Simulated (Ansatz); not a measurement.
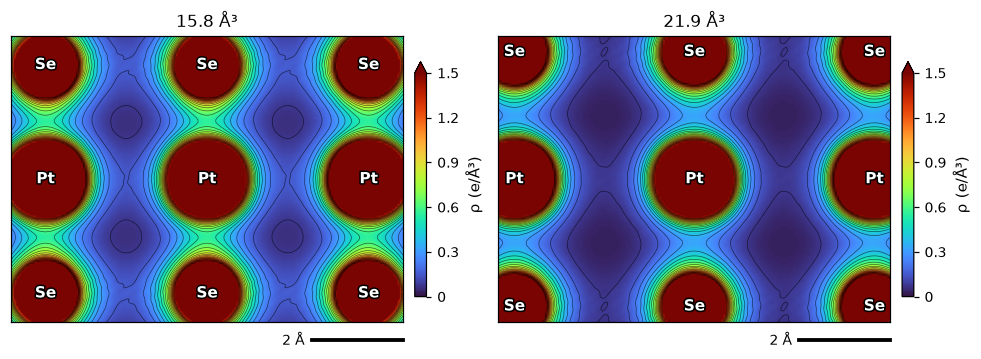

PtSe. The valence pseudo-density of cells scaled evenly to different volumes (given per atom above each panel), on the (11̄0) plane of each (indices in the axes of the cell below), at one length scale and on one colour scale.

A generated structure, not necessarily the stable one; built by placing these elements on a known structure type.

The calculation used Kohn-Sham DFT of a periodic cell, PBE, Ansatz PAW in Ansatz 0.2.0.

The density is the valence pseudo-density of a PAW calculation; it isn't the true density close to the nuclei.

The largest cell:

```
CELL_PARAMETERS angstrom
0.00000 2.79841 2.79841
2.79841 0.00000 2.79841
2.79841 2.79841 0.00000
ATOMIC_POSITIONS crystal
Pt 0.50000 0.50000 0.50000
Se 0.00000 0.00000 0.00000
```

| volume (Å³/atom) | Pt–Se contact in the plane (Å) | ρ at its midpoint (e/Å³) | pressure (GPa) | 
| --- | --- | --- | --- |
| 15.84 | 2.511 | 0.557 | 30.0 | 
| 18.47 | 2.643 | ? | ? | 
| 21.91 | 2.798 | 0.328 | −14.5 | 

Q: What values belong in the row with question marks?

A: Over the known rows ln ρ falls by 1.85 per Å of Pt–Se distance (the line through the two), which gives 0.437 e/Å³ at 2.643 Å; the calculation gives 0.434 e/Å³. For the pressure, a straight line in volume between the neighbouring rows gives 10.7 GPa; the calculation gives 0.0, lower because pressure rises ever faster on compression.
